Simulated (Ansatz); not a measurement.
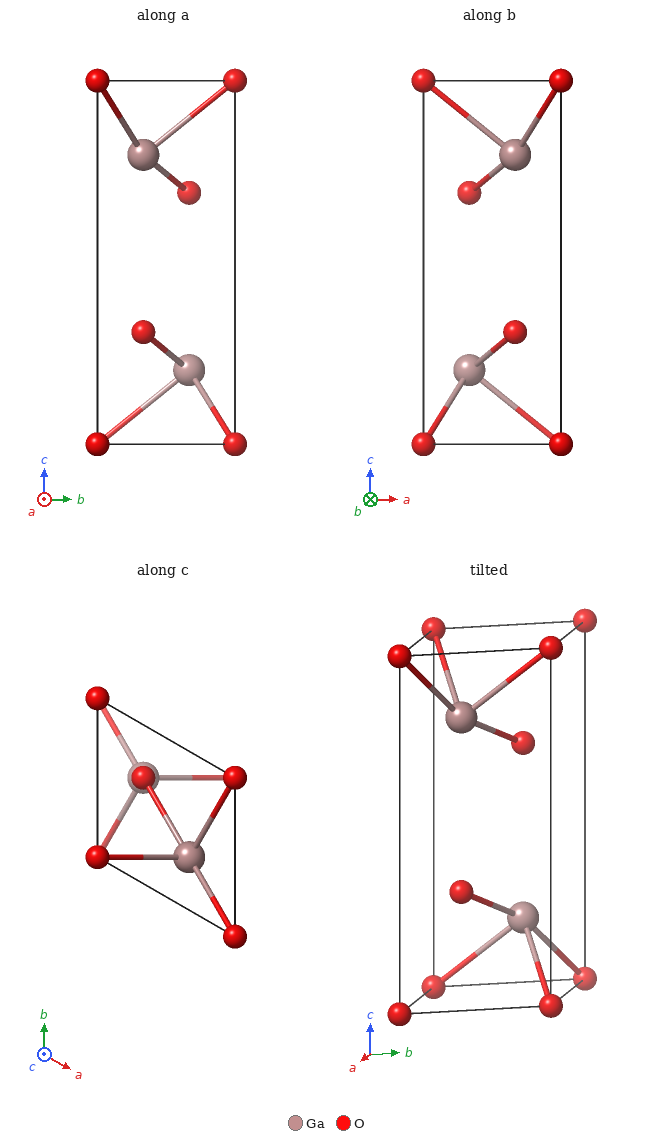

Ball-and-stick representation of a periodic structure, projected along the a axis, along the b axis, along the c axis and slightly off an axis. The conventional unit cell is drawn as a box.

Lattice parameters: a = 2.991 Å, b = 2.991 Å, c = 6.846 Å, α = 90.00°, β = 90.00°, γ = 120.00°. Put a along x and b in the xy plane.

Question: Give the atomic positions as a POSCAR file, with free fractional coordinates to two decimals.

Answer:
```
Ga O
1.0
     2.991    0.000    0.000
    -1.495    2.590    0.000
     0.000    0.000    6.846
Ga O
2 3
Direct
  0.3333 0.6667 0.20
  0.6667 0.3333 0.80
  0.00 0.00 0.00
  0.3333 0.6667 0.69
  0.6667 0.3333 0.31
```

It goes back to a structure type filled with these elements by a generator (whether the compound takes this form wasn't checked). Earlier steps of the study may have refined or changed the cell and positions. It was the input of a calculation with Ansatz.
